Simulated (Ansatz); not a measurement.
**Run report: TaN, geometry relaxation (part 1 of 3)**

The run: geometry relaxation of TaN (P-6m2, 16 atoms in the cell). Method and program: DFT PBE, scalar-relativistic, plane waves, PAW, no spin polarisation (Ansatz 0.2.0).

The structure was built on a prototype by a generator; it need not be a known phase. It belongs to a series of runs on one base structure; here: stacking ABCBCBCB. Figures and captions count atoms from 1; the log counts them from 0 in places.

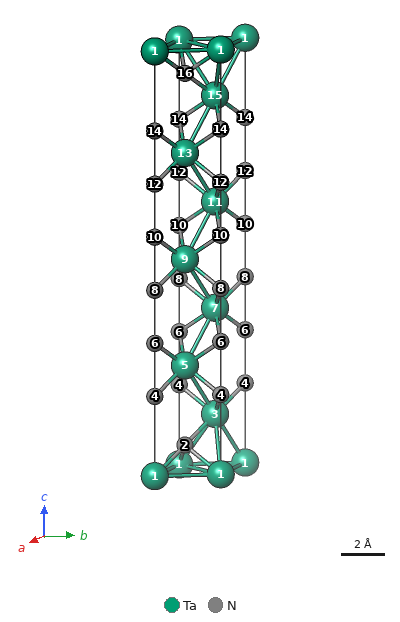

The starting structure (ball-and-stick view of the cell of the calculation, seen slightly off an axis; atoms are numbered from 1 in the order of the input). Near neighbours in the crystal (not all of them lie inside the picture): Ta has 6 N at 2.21 Å and 12 Ta at 3.12 to 3.13 Å; N has 6 Ta at 2.21 Å.

## The input
```yaml
crystal:
  lattice:
    - [3.1298722657, 0.0, 0.0]
    - [-1.5649361328, 2.7105488927, 0.0]
    - [0.0, 0.0, 20.3163474672]
  atoms:
    - { symbol: Ta, position: [0.0, 0.0, 0.0] }
    - { symbol: "N", position: [0.6666666667, 0.3333333333, 0.0625] }
    - { symbol: Ta, position: [0.3333333333, 0.6666666667, 0.125] }
    - { symbol: "N", position: [0.0, 0.0, 0.1875] }
    - { symbol: Ta, position: [0.6666666667, 0.3333333333, 0.25] }
    - { symbol: "N", position: [0.0, 0.0, 0.3125] }
    - { symbol: Ta, position: [0.3333333333, 0.6666666667, 0.375] }
    - { symbol: "N", position: [0.0, 0.0, 0.4375] }
    - { symbol: Ta, position: [0.6666666667, 0.3333333333, 0.5] }
    - { symbol: "N", position: [0.0, 0.0, 0.5625] }
    - { symbol: Ta, position: [0.3333333333, 0.6666666667, 0.625] }
    - { symbol: "N", position: [0.0, 0.0, 0.6875] }
    - { symbol: Ta, position: [0.6666666667, 0.3333333333, 0.75] }
    - { symbol: "N", position: [0.0, 0.0, 0.8125] }
    - { symbol: Ta, position: [0.3333333333, 0.6666666667, 0.875] }
    - { symbol: "N", position: [0.6666666667, 0.3333333333, 0.9375] }
basis:
  ecutwfc: 420
kpoints:
  mp_grid: { grid: [12, 12, 3] }
hamiltonian:
  xc: pbe
scf:
  occupations: { method: gaussian, width: 0.1 }
output:
  forces: true
  stress: true
  eigenvalues: true
  populations: true
  write_density: true
  write_potential: true
  elf: true
  volumetric_format: npy
relax:
  adjacent_minimum: "off"
  f_tol: 0.01
  max_steps: 45
  cell: { stress_tol: 0.05 }
```

Machine: 1 thread of Arm Neoverse V2, 24 GiB of memory available, shared host.

Command:
```bash
ansatz run input.yaml --threads 1 --pin off --max-ram 2560MiB --backend cpu --events-out ev --progress --plain --runs-dir out
```

## Output
```
Engine: ansatz 0.2.0, aarch64-unknown-linux-gnu
Pseudopotentials: kind: paw
Pseudopotential: Ta, paw, valence charge 13, recommended cutoff 420 eV (normal), Ta.paw.azcp
Pseudopotential: N, paw, valence charge 5, recommended cutoff 420 eV (normal), N.paw.azcp
Functional definition: PBE
  parameter kappa = 0.804
  parameter beta = 0.06672455060314922
  exchange = pbe_x(kappa = kappa, mu = beta*pi^2/3)
  correlation = pbe_c(beta = beta)
Crystal: 16 atoms, lattice volume = 172.357 Å³
Basis set: ecut = 420 eV, 3343 PW (Γ), exchange–correlation on 48×48×288 points (8 copies of the dense FFT grid, shifted against one another)
Bands: 88, of which v1, the nominal top of the filled ones, is band 72 counted from 1 (71 counted from 0)
Symmetry: 12 space group operations
Space group: P-6m2 (ITA 187), of the structure as read, at distance tolerance 5.6e-5 Å
k-points: 38 of 432 (time reversal used)
Non-local potential: Ta, projectors of the file, l = 0: 3, l = 1: 2, l = 2: 2, l = 3: 1
Non-local potential: N, projectors of the file, l = 0: 2, l = 1: 2, l = 2: 1
PAW form: soft (Blöchl's): semilocal exchange-correlation on the pseudo side does not see the compensation charge
PAW one-centre angular grid: Ta, 590 points (default); XC on 64 Gauss nodes
PAW one-centre angular grid: N, 110 points (default); XC on 64 Gauss nodes
Initial density: superposition of atomic densities (neutral atoms: chi_scale 0, normalization atom), corrected by the library's trained network
Initial wavefunctions: pseudopotential atomic-orbital guess
Functional: x = pbe(κ = 0.804, μ = 0.2195149727645171), c = pbe(β = 0.06672455060314922)
SCF iter   1: F=—  HF=-82543.069675 eV  |F-HF|=—  |Δ(HF+E_count)|=         —  Δρ=1.12e-2  dr2=1.32e0  ethr=1.77e-3  ⟨swp⟩=5.5  Hψ=12737  notcnv=0
preconditioner: auto → Kerker (q_TF=auto, 2.648 Å⁻¹)  [metal: Δε(μ)=0.007 eV  Ē_g=9.601 eV  σ=0.100 eV  W_gap=0.04  n_scr=70 (ndim 8)  ℏωp=25.3 eV  f_vac=0.000  D(μ)=7.41/eV (n_scr^D=84)]
SCF iter   2: F=—  HF=-82543.031101 eV  |F-HF|=—  |Δ(HF+E_count)|=   3.86e-2  Δρ=6.50e-3  dr2=6.56e-1  ethr=9.17e-4  ⟨swp⟩=1.0  Hψ=3877  notcnv=0  defer=1
SCF iter   3: F=—  HF=-82543.004800 eV  |F-HF|=—  |Δ(HF+E_count)|=   2.63e-2  Δρ=1.26e-3  dr2=1.68e-2  ethr=4.55e-4  ⟨swp⟩=1.3  Hψ=3097  notcnv=0  defer=1
SCF iter   4: F=—  HF=-82543.004268 eV  |F-HF|=—  |Δ(HF+E_count)|=   5.32e-4  Δρ=3.91e-4  dr2=1.87e-3  ethr=1.17e-5  ⟨swp⟩=1.6  Hψ=3169  notcnv=0  defer=1
SCF iter   5: F=—  HF=-82543.004210 eV  |F-HF|=—  |Δ(HF+E_count)|=   5.80e-5  Δρ=1.40e-4  dr2=1.32e-4  ethr=1.30e-6  ⟨swp⟩=2.0  Hψ=3600  notcnv=0  defer=1
SCF iter   6: F=—  HF=-82543.004199 eV  |F-HF|=—  |Δ(HF+E_count)|=   1.08e-5  Δρ=3.80e-5  dr2=6.86e-6  ethr=9.17e-8  ⟨swp⟩=2.0  Hψ=3880  notcnv=0  defer=1
SCF iter   7: F=—  HF=-82543.004319 eV  |F-HF|=—  |Δ(HF+E_count)|=   1.20e-4  Δρ=7.84e-6  dr2=4.88e-7  ethr=4.76e-9  ⟨swp⟩=1.8  Hψ=3831  notcnv=0  defer=81
SCF iter   8: F=-82543.004319 eV  HF=-82543.004319 eV  |F-HF|=2.79e-8  |Δ(HF+E_count)|=   1.86e-8  Δρ=3.41e-6  dr2=3.27e-8  ethr=6.94e-11  ⟨swp⟩=15.6  Hψ=23612  notcnv=0
SCF 1 converged in 8 iterations: F = -82543.004319 eV  dr2 = 3.27e-8
  greatest PAW one-centre occupation: 0.999 electrons in one spin orbital (limit 2), on the Ta atom at site 10 (counted from 0), in its partial waves of l = 0
relax step   1: F+E_penalty+E_count = -82543.00431857 eV  Δ(F+E_penalty+E_count) = +0.000e0 eV  max|allowed force component| = 1.239e0 eV/Å  Δτ_max = 0.0000 Å  P = +0.840 GPa  Ω = 172.357 Å³  (8 SCF iters, dr2 threshold 1.00e-7 eV, accepted)
Crystal: 16 atoms, lattice volume = 172.312 Å³
Basis set: ecut = 420 eV, 3335 PW (Γ), exchange–correlation on 48×48×288 points (8 copies of the dense FFT grid, shifted against one another)
Initial density: handed on by an earlier stage of this run
Initial wavefunctions: those handed on with the density
iter 1 solved again at ethr=6.33e-4 eV; its pass at ethr=3.10e-3 eV (dr2=9.12e-1 eV) is discarded
SCF iter   1: F=—  HF=-82544.802624 eV  |F-HF|=—  |Δ(HF+E_count)|=         —  Δρ=1.10e-2  dr2=9.23e-1  ethr=6.33e-4  ⟨swp⟩=1.0  Hψ=19701  notcnv=0
preconditioner: auto → Kerker (q_TF=auto, 2.648 Å⁻¹)  [metal: Δε(μ)=0.014 eV  Ē_g=9.759 eV  σ=0.100 eV  W_gap=0.08  n_scr=58 (ndim 8)  ℏωp=25.3 eV  f_vac=0.000  D(μ)=5.81/eV (n_scr^D=46)]
SCF iter   2: F=—  HF=-82544.763170 eV  |F-HF|=—  |Δ(HF+E_count)|=   3.95e-2  Δρ=6.70e-3  dr2=4.74e-1  ethr=6.33e-4  ⟨swp⟩=1.1  Hψ=3370  notcnv=0
SCF iter   3: F=—  HF=-82544.732067 eV  |F-HF|=—  |Δ(HF+E_count)|=   3.11e-2  Δρ=1.18e-3  dr2=2.76e-2  ethr=3.29e-4  ⟨swp⟩=1.2  Hψ=3366  notcnv=0
SCF iter   4: F=—  HF=-82544.731635 eV  |F-HF|=—  |Δ(HF+E_count)|=   4.32e-4  Δρ=5.81e-4  dr2=5.01e-3  ethr=1.92e-5  ⟨swp⟩=1.1  Hψ=3348  notcnv=0
SCF iter   5: F=—  HF=-82544.731483 eV  |F-HF|=—  |Δ(HF+E_count)|=   1.52e-4  Δρ=2.16e-4  dr2=2.74e-4  ethr=3.48e-6  ⟨swp⟩=1.1  Hψ=3351  notcnv=0
SCF iter   6: F=—  HF=-82544.731307 eV  |F-HF|=—  |Δ(HF+E_count)|=   1.76e-4  Δρ=6.25e-5  dr2=3.59e-5  ethr=1.90e-7  ⟨swp⟩=2.0  Hψ=4291  notcnv=0
SCF iter   7: F=-82544.731305 eV  HF=-82544.731306 eV  |F-HF|=7.92e-7  |Δ(HF+E_count)|=   1.29e-6  Δρ=1.89e-5  dr2=9.70e-7  ethr=1.11e-9  ⟨swp⟩=14.3  Hψ=27951  notcnv=0
SCF 2 converged in 7 iterations: F = -82544.731305 eV  dr2 = 9.70e-7
  greatest PAW one-centre occupation: 0.999 electrons in one spin orbital (limit 2), on the Ta atom at site 8 (counted from 0), in its partial waves of l = 0
relax step   2: F+E_penalty+E_count = -82544.73130497 eV  Δ(F+E_penalty+E_count) = -1.727e0 eV  max|allowed force component| = 4.405e-1 eV/Å  Δτ_max = 0.0419 Å  P = -0.436 GPa  Ω = 172.312 Å³  energy of the carried Pulay correction = +1.382e-4 eV  (7 SCF iters, dr2 threshold 1.60e-6 eV, accepted)
Crystal: 16 atoms, lattice volume = 170.647 Å³
Basis set: ecut = 420 eV, 3267 PW (Γ), exchange–correlation on 48×48×288 points (8 copies of the dense FFT grid, shifted against one another)
iter 1 solved again at ethr=8.74e-4 eV; its pass at ethr=3.10e-3 eV (dr2=1.26e0 eV) is discarded
SCF iter   1: F=—  HF=-82545.470913 eV  |F-HF|=—  |Δ(HF+E_count)|=         —  Δρ=1.00e-2  dr2=1.27e0  ethr=8.74e-4  ⟨swp⟩=1.2  Hψ=19770  notcnv=0
preconditioner: auto → Kerker (q_TF=auto, 2.652 Å⁻¹)  [metal: Δε(μ)=0.033 eV  Ē_g=9.828 eV  σ=0.100 eV  W_gap=0.19  n_scr=60 (ndim 8)  ℏωp=25.4 eV  f_vac=0.000  D(μ)=5.25/eV (n_scr^D=16)]
SCF iter   2: F=—  HF=-82545.438423 eV  |F-HF|=—  |Δ(HF+E_count)|=   3.25e-2  Δρ=6.20e-3  dr2=6.80e-1  ethr=8.74e-4  ⟨swp⟩=1.0  Hψ=3345  notcnv=0
SCF iter   3: F=—  HF=-82545.409505 eV  |F-HF|=—  |Δ(HF+E_count)|=   2.89e-2  Δρ=1.32e-3  dr2=3.67e-2  ethr=4.73e-4  ⟨swp⟩=1.1  Hψ=3353  notcnv=0
SCF iter   4: F=—  HF=-82545.408749 eV  |F-HF|=—  |Δ(HF+E_count)|=   7.56e-4  Δρ=6.17e-4  dr2=5.43e-3  ethr=2.55e-5  ⟨swp⟩=1.0  Hψ=3414  notcnv=0  defer=1
SCF iter   5: F=—  HF=-82545.408523 eV  |F-HF|=—  |Δ(HF+E_count)|=   2.26e-4  Δρ=2.52e-4  dr2=6.06e-4  ethr=3.77e-6  ⟨swp⟩=1.4  Hψ=3358  notcnv=0  defer=1
SCF iter   6: F=—  HF=-82545.407902 eV  |F-HF|=—  |Δ(HF+E_count)|=   6.22e-4  Δρ=8.10e-5  dr2=3.04e-5  ethr=4.21e-7  ⟨swp⟩=2.0  Hψ=4021  notcnv=0  defer=3
SCF iter   7: F=—  HF=-82545.407900 eV  |F-HF|=—  |Δ(HF+E_count)|=   1.57e-6  Δρ=2.11e-5  dr2=1.63e-6  ethr=2.11e-8  ⟨swp⟩=2.0  Hψ=4691  notcnv=0  defer=3
SCF iter   8: F=-82545.407900 eV  HF=-82545.407900 eV  |F-HF|=2.97e-7  |Δ(HF+E_count)|=   9.60e-8  Δρ=6.18e-6  dr2=3.23e-7  ethr=1.11e-9  ⟨swp⟩=15.2  Hψ=25705  notcnv=0
SCF 3 converged in 8 iterations: F = -82545.407900 eV  dr2 = 3.23e-7
  greatest PAW one-centre occupation: 0.999 electrons in one spin orbital (limit 2), on the Ta atom at site 14 (counted from 0), in its partial waves of l = 0
relax step   3: F+E_penalty+E_count = -82545.40789958 eV  Δ(F+E_penalty+E_count) = -6.766e-1 eV  max|allowed force component| = 7.217e-1 eV/Å  Δτ_max = 0.0204 Å  P = +2.699 GPa  Ω = 170.647 Å³  energy of the carried Pulay correction = +5.298e-3 eV  (8 SCF iters, dr2 threshold 1.60e-6 eV, accepted)
Crystal: 16 atoms, lattice volume = 172.218 Å³
Basis set: ecut = 420 eV, 3279 PW (Γ), exchange–correlation on 48×48×288 points (8 copies of the dense FFT grid, shifted against one another)
iter 1 solved again at ethr=6.57e-5 eV; its pass at ethr=3.10e-3 eV (dr2=9.46e-2 eV) is discarded
SCF iter   1: F=—  HF=-82545.458715 eV  |F-HF|=—  |Δ(HF+E_count)|=         —  Δρ=3.86e-3  dr2=9.13e-2  ethr=6.57e-5  ⟨swp⟩=1.5  Hψ=13177  notcnv=0
preconditioner: auto → Kerker (q_TF=auto, 2.648 Å⁻¹)  [metal: Δε(μ)=0.018 eV  Ē_g=9.752 eV  σ=0.100 eV  W_gap=0.10  n_scr=60 (ndim 8)  ℏωp=25.3 eV  f_vac=0.000  D(μ)=5.73/eV (n_scr^D=34)]
SCF iter   2: F=—  HF=-82545.455879 eV  |F-HF|=—  |Δ(HF+E_count)|=   2.84e-3  Δρ=1.99e-3  dr2=4.64e-2  ethr=6.34e-5  ⟨swp⟩=1.0  Hψ=3344  notcnv=0
SCF iter   3: F=—  HF=-82545.454431 eV  |F-HF|=—  |Δ(HF+E_count)|=   1.45e-3  Δρ=3.29e-4  dr2=6.91e-3  ethr=3.22e-5  ⟨swp⟩=1.0  Hψ=3345  notcnv=0
SCF iter   4: F=—  HF=-82545.454275 eV  |F-HF|=—  |Δ(HF+E_count)|=   1.56e-4  Δρ=2.44e-4  dr2=7.90e-4  ethr=4.80e-6  ⟨swp⟩=1.1  Hψ=3357  notcnv=0
SCF iter   5: F=—  HF=-82545.453642 eV  |F-HF|=—  |Δ(HF+E_count)|=   6.33e-4  Δρ=6.26e-5  dr2=2.67e-5  ethr=5.49e-7  ⟨swp⟩=1.1  Hψ=3356  notcnv=0
SCF iter   6: F=—  HF=-82545.453641 eV  |F-HF|=—  |Δ(HF+E_count)|=   7.93e-7  Δρ=2.80e-5  dr2=3.39e-6  ethr=1.85e-8  ⟨swp⟩=2.1  Hψ=4089  notcnv=0
SCF iter   7: F=-82545.453641 eV  HF=-82545.453641 eV  |F-HF|=3.64e-7  |Δ(HF+E_count)|=   3.21e-7  Δρ=6.41e-6  dr2=4.09e-7  ethr=1.11e-9  ⟨swp⟩=14.8  Hψ=24999  notcnv=0
SCF 4 converged in 7 iterations: F = -82545.453641 eV  dr2 = 4.09e-7
  greatest PAW one-centre occupation: 0.999 electrons in one spin orbital (limit 2), on the Ta atom at site 12 (counted from 0), in its partial waves of l = 0
relax step   4: F+E_penalty+E_count = -82545.45364057 eV  Δ(F+E_penalty+E_count) = -4.574e-2 eV  max|allowed force component| = 4.026e-1 eV/Å  Δτ_max = 0.0287 Å  P = -0.506 GPa  Ω = 172.218 Å³  energy of the carried Pulay correction = +4.279e-4 eV  (7 SCF iters, dr2 threshold 1.60e-6 eV, accepted)
Crystal: 16 atoms, lattice volume = 171.945 Å³
iter 1 solved again at ethr=1.22e-4 eV; its pass at ethr=3.10e-3 eV (dr2=1.75e-1 eV) is discarded
SCF iter   1: F=—  HF=-82545.471299 eV  |F-HF|=—  |Δ(HF+E_count)|=         —  Δρ=2.26e-3  dr2=1.72e-1  ethr=1.22e-4  ⟨swp⟩=1.7  Hψ=12493  notcnv=0  defer=1
preconditioner: auto → Kerker (q_TF=auto, 2.649 Å⁻¹)  [metal: Δε(μ)=0.009 eV  Ē_g=9.773 eV  σ=0.100 eV  W_gap=0.05  n_scr=60 (ndim 8)  ℏωp=25.3 eV  f_vac=0.000  D(μ)=5.90/eV (n_scr^D=34)]
SCF iter   2: F=—  HF=-82545.469047 eV  |F-HF|=—  |Δ(HF+E_count)|=   2.25e-3  Δρ=1.35e-3  dr2=9.35e-2  ethr=1.20e-4  ⟨swp⟩=1.0  Hψ=3344  notcnv=0
SCF iter   3: F=—  HF=-82545.466805 eV  |F-HF|=—  |Δ(HF+E_count)|=   2.24e-3  Δρ=3.93e-4  dr2=4.91e-3  ethr=6.50e-5  ⟨swp⟩=1.1  Hψ=3346  notcnv=0
SCF iter   4: F=—  HF=-82545.466650 eV  |F-HF|=—  |Δ(HF+E_count)|=   1.55e-4  Δρ=1.51e-4  dr2=2.05e-4  ethr=3.41e-6  ⟨swp⟩=1.2  Hψ=3369  notcnv=0
SCF iter   5: F=—  HF=-82545.466174 eV  |F-HF|=—  |Δ(HF+E_count)|=   4.76e-4  Δρ=5.56e-5  dr2=1.65e-5  ethr=1.43e-7  ⟨swp⟩=2.0  Hψ=4031  notcnv=0
SCF iter   6: F=-82545.466171 eV  HF=-82545.466173 eV  |F-HF|=1.43e-6  |Δ(HF+E_count)|=   1.24e-6  Δρ=1.34e-5  dr2=1.59e-6  ethr=1.11e-9  ⟨swp⟩=14.6  Hψ=27464  notcnv=0
SCF 5 converged in 6 iterations: F = -82545.466171 eV  dr2 = 1.59e-6
  greatest PAW one-centre occupation: 0.999 electrons in one spin orbital (limit 2), on the Ta atom at site 0 (counted from 0), in its partial waves of l = 0
relax step   5: F+E_penalty+E_count = -82545.46617127 eV  Δ(F+E_penalty+E_count) = -1.253e-2 eV  max|allowed force component| = 2.890e-2 eV/Å  Δτ_max = 0.0191 Å  P = +0.065 GPa  Ω = 171.945 Å³  energy of the carried Pulay correction = +1.272e-3 eV  (6 SCF iters, dr2 threshold 1.60e-6 eV, accepted)
Crystal: 16 atoms, lattice volume = 171.992 Å³
iter 1 solved again at ethr=3.11e-6 eV; its pass at ethr=3.10e-3 eV (dr2=4.48e-3 eV) is discarded
SCF iter   1: F=—  HF=-82545.466788 eV  |F-HF|=—  |Δ(HF+E_count)|=         —  Δρ=3.60e-4  dr2=4.50e-3  ethr=3.11e-6  ⟨swp⟩=1.2  Hψ=11890  notcnv=0
preconditioner: auto → Kerker (q_TF=auto, 2.649 Å⁻¹)  [metal: Δε(μ)=0.009 eV  Ē_g=9.773 eV  σ=0.100 eV  W_gap=0.05  n_scr=60 (ndim 8)  ℏωp=25.3 eV  f_vac=0.000  D(μ)=5.67/eV (n_scr^D=22)]
SCF iter   2: F=—  HF=-82545.466751 eV  |F-HF|=—  |Δ(HF+E_count)|=   3.65e-5  Δρ=2.15e-4  dr2=2.35e-3  ethr=3.11e-6  ⟨swp⟩=1.0  Hψ=3344  notcnv=0
SCF iter   3: F=—  HF=-82545.466708 eV  |F-HF|=—  |Δ(HF+E_count)|=   4.30e-5  Δρ=5.53e-5  dr2=1.03e-4  ethr=1.63e-6  ⟨swp⟩=1.0  Hψ=3344  notcnv=0
SCF iter   4: F=—  HF=-82545.466225 eV  |F-HF|=—  |Δ(HF+E_count)|=   4.84e-4  Δρ=2.28e-5  dr2=1.27e-5  ethr=7.13e-8  ⟨swp⟩=1.2  Hψ=3357  notcnv=0
SCF iter   5: F=—  HF=-82545.466224 eV  |F-HF|=—  |Δ(HF+E_count)|=   5.37e-7  Δρ=8.66e-6  dr2=3.00e-7  ethr=8.82e-9  ⟨swp⟩=1.3  Hψ=3444  notcnv=0
SCF iter   6: F=-82545.466224 eV  HF=-82545.466224 eV  |F-HF|=2.68e-8  |Δ(HF+E_count)|=   2.56e-8  Δρ=3.18e-6  dr2=3.21e-8  ethr=9.67e-11  ⟨swp⟩=12.4  Hψ=22643  notcnv=0
SCF 6 converged in 6 iterations: F = -82545.466224 eV  dr2 = 3.21e-8
relax step   6: F+E_penalty+E_count = -82545.46622391 eV  Δ(F+E_penalty+E_count) = -5.264e-5 eV  max|allowed force component| = 9.608e-3 eV/Å  Δτ_max = 0.0025 Å  P = -0.027 GPa  Ω = 171.992 Å³  energy of the carried Pulay correction = +1.126e-3 eV  (6 SCF iters, dr2 threshold 1.39e-7 eV, accepted)
Basis set: ecut = 420 eV, 3279 PW (Γ), exchange–correlation on 40×40×300 points (8 copies of the dense FFT grid, shifted against one another)
Initial wavefunctions: pseudopotential atomic-orbital guess (no wavefunctions were taken with the density)
iter 1 solved again at ethr=1.37e-7 eV; its pass at ethr=3.10e-3 eV (dr2=1.97e-4 eV) is discarded
SCF iter   1: F=—  HF=-82545.532975 eV  |F-HF|=—  |Δ(HF+E_count)|=         —  Δρ=9.63e-4  dr2=1.81e-4  ethr=1.37e-7  ⟨swp⟩=3.3  Hψ=21082  notcnv=0
preconditioner: auto → Kerker (q_TF=auto, 2.649 Å⁻¹)  [metal: Δε(μ)=0.017 eV  Ē_g=9.774 eV  σ=0.100 eV  W_gap=0.09  n_scr=60 (ndim 8)  ℏωp=25.3 eV  f_vac=0.000  D(μ)=5.72/eV (n_scr^D=22)]
SCF iter   2: F=—  HF=-82545.533631 eV  |F-HF|=—  |Δ(HF+E_count)|=   6.56e-4  Δρ=5.04e-4  dr2=4.08e-5  ethr=1.26e-7  ⟨swp⟩=2.0  Hψ=4552  notcnv=0
SCF iter   3: F=—  HF=-82545.533893 eV  |F-HF|=—  |Δ(HF+E_count)|=   2.62e-4  Δρ=6.12e-5  dr2=8.64e-7  ethr=2.83e-8  ⟨swp⟩=2.0  Hψ=4836  notcnv=0
SCF iter   4: F=—  HF=-82545.533896 eV  |F-HF|=—  |Δ(HF+E_count)|=   2.82e-6  Δρ=5.73e-6  dr2=5.02e-8  ethr=6.00e-10  ⟨swp⟩=2.0  Hψ=4865  notcnv=0
SCF iter   5: F=—  HF=-82545.533896 eV  |F-HF|=—  |Δ(HF+E_count)|=   2.25e-8  Δρ=9.98e-7  dr2=5.03e-9  ethr=3.49e-11  ⟨swp⟩=2.1  Hψ=5735  notcnv=0
SCF iter   6: F=—  HF=-82545.533896 eV  |F-HF|=—  |Δ(HF+E_count)|=  2.91e-10  Δρ=3.61e-7  dr2=8.93e-10  ethr=3.49e-12  ⟨swp⟩=2.2  Hψ=4496  notcnv=0
SCF iter   7: F=—  HF=-82545.533896 eV  |F-HF|=—  |Δ(HF+E_count)|=  5.82e-11  Δρ=1.02e-7  dr2=1.88e-10  ethr=1.00e-12  ⟨swp⟩=7.4  Hψ=15640  notcnv=0
SCF iter   8: F=-82545.533896 eV  HF=-82545.533896 eV  |F-HF|=2.91e-11  |Δ(HF+E_count)|=  1.46e-11  Δρ=3.11e-8  dr2=1.66e-11  ethr=1.00e-12  ⟨swp⟩=5.2  Hψ=13010  notcnv=0
SCF 7 converged in 8 iterations: F = -82545.533896 eV  dr2 = 1.66e-11
```
